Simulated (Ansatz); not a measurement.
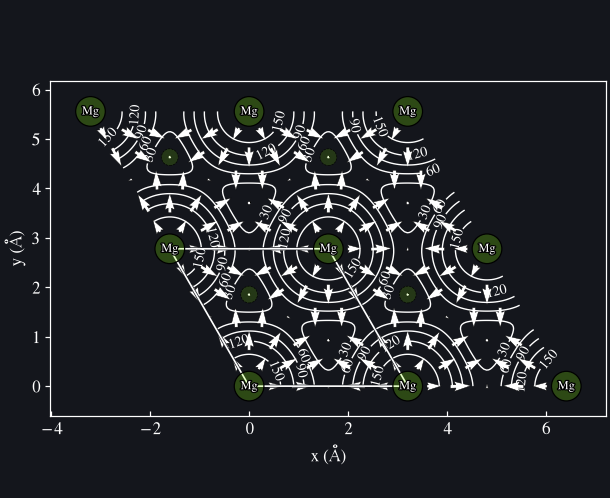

Energy landscape of Mg on a Mg(001) slab cut from the P6_3/mmc phase, its upper half relaxed before the scan (16 atoms of substrate and one adsorbate in a 2 × 2 cell). 
- Mg is moved over the surface cell; relaxed at each place: the height of the adsorbate's atoms; substrate rigid; the origin of the map has the adsorbate above Mg13.
- Places are given modulo a cell vector. The map is drawn in real space over the plane of the surface.
- The scan uses a 6 × 6 grid; 10 points were computed and 26 follow by symmetry.
- Places are given in fractions of the 1 × 1 surface cell.
- All energies are given in meV relative to the lowest grid point.
- Computed with DFT PBE, scalar-relativistic, plane waves, PAW in Ansatz. Settings: cutoff 420 eV, k-mesh 6×6×1, gaussian smearing 0.1 eV, no spin polarisation.

In the figure: contour lines labelled in meV, arrows along the force (downhill), their lengths compressed, labelled circles for the atoms of the top layer and small ones for the second layer, the outline of one cell of the 2 × 2 shown. Between grid points the surface is interpolated. 

Summarise what can be read from the map.

Answer. The lowest grid point is at a threefold hollow, (4/6, 2/6) of the cell vectors. A higher local minimum lies near a threefold hollow over a second-layer Mg atom, (2/6, 4/6) of the cell vectors (6 meV above the lowest at that grid point). The highest grid point, the top site over a surface Mg atom, (0/6, 0/6) of the cell vectors, lies 178 meV above the lowest. On the interpolated surface the easiest way out of the lowest well to the well at a threefold hollow over a second-layer Mg atom, (2/6, 4/6) of the cell vectors passes a barrier of about 40 meV. At the lowest point the adsorbate has 3 Mg at 3.08 Å as nearest neighbours, at the highest 1 Mg at 2.94 Å. Its relaxed height above the top atom is 2.46 Å at the lowest and 2.94 Å at the highest point.

Grid values (meV):

```tsv
second ↓, first →	0/6	1/6	2/6	3/6	4/6	5/6
5/6	159	118	44	44	118	159
4/6	96	44	6	44	96	115
3/6	40	44	44	40	39	39
2/6	96	118	96	39	0	39
1/6	159	159	115	39	39	115
0/6	178	159	96	40	96	159
```

The input of one point:

```yaml
crystal:
  lattice:
    - [6.4201385733, 0.0, 0.0]
    - [-3.2100692866, 5.5600031003, 0.0]
    - [0.0, 0.0, 23.2147784448]
  atoms:
    - { symbol: Mg, position: [0.3333333333, 0.1666666667, 0.1723040351] }
    - { symbol: Mg, position: [0.3333333333, 0.6666666667, 0.1723040351] }
    - { symbol: Mg, position: [0.8333333333, 0.1666666667, 0.1723040351] }
    - { symbol: Mg, position: [0.8333333333, 0.6666666667, 0.1723040351] }
    - { symbol: Mg, position: [0.1666666667, 0.3333333333, 0.2829644269] }
    - { symbol: Mg, position: [0.1666666667, 0.8333333333, 0.2829644269] }
    - { symbol: Mg, position: [0.6666666667, 0.3333333333, 0.2829644269] }
    - { symbol: Mg, position: [0.6666666667, 0.8333333333, 0.2829644269] }
    - { symbol: Mg, position: [0.3333333333, 0.1666666667, 0.3920793236] }
    - { symbol: Mg, position: [0.3333333333, 0.6666666667, 0.3920793236] }
    - { symbol: Mg, position: [0.8333333333, 0.1666666667, 0.3920793236] }
    - { symbol: Mg, position: [0.8333333333, 0.6666666667, 0.3920793236] }
    - { symbol: Mg, position: [0.1666666667, 0.3333333333, 0.5046258991] }
    - { symbol: Mg, position: [0.1666666667, 0.8333333333, 0.5046258991] }
    - { symbol: Mg, position: [0.6666666667, 0.3333333333, 0.5046258991] }
    - { symbol: Mg, position: [0.6666666667, 0.8333333333, 0.5046258991] }
    - { symbol: Mg, position: [0.5, 0.5, 0.5999818086] }
basis:
  ecutwfc: 420
kpoints:
  mp_grid: { grid: [6, 6, 1] }
hamiltonian:
  xc: pbe
scf:
  occupations: { method: gaussian, width: 0.1 }
output:
  forces: true
  eigenvalues: true
relax:
  adjacent_minimum: "off"
  f_tol: 0.025
  max_steps: 16
  constraints:
    - { sites: [0, 1, 2, 3, 4, 5, 6, 7, 8, 9, 10, 11, 12, 13, 14, 15] }
    - { sites: [16], fix: xy }
efield:
  axis: 3
  dipole_correction: true
  ramp_width: 0.04
```

The whole map (10 points run) took 10 min on 4 threads of Intel(R) Xeon(R) Platinum 8259CL CPU @ 2.50GHz (Skylake/Cascade Lake) (shared host).
